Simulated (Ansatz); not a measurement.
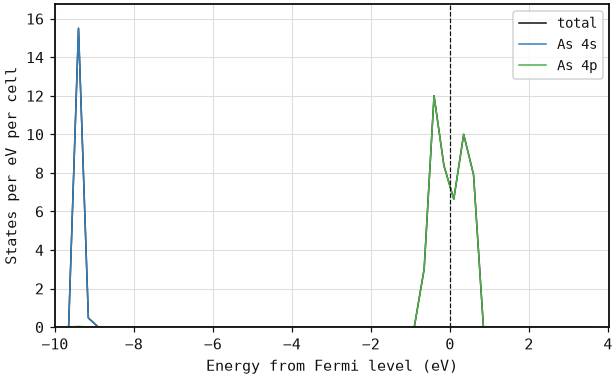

Density of states of As, space group P4/mmm (No. 123), 2 atoms in the cell, a structure borrowed from another compound. Method: DFT with PBE, PAW plane waves, no spin polarisation, 6×6×7 k mesh, Fermi-Dirac smearing of 0.1 eV (Ansatz). Energies are counted from the Fermi level. The partial curves are projected on Löwdin-orthogonalised atomic shells.

It is a metal. The density of states at the Fermi level is about 7.5 per eV and cell (mean within 0.25 eV), or 3.8 per atom. By projected weight, the states within 0.3 eV of the Fermi level are As 4p almost alone. The tallest peak in the window is at −9.4 eV; by projected weight it is As 4s almost alone.

The structure was built from a prototype or by substitution, so it need not be a known phase. The run has no spin polarisation, and a density of states this high at the Fermi level may favour a magnetic state.
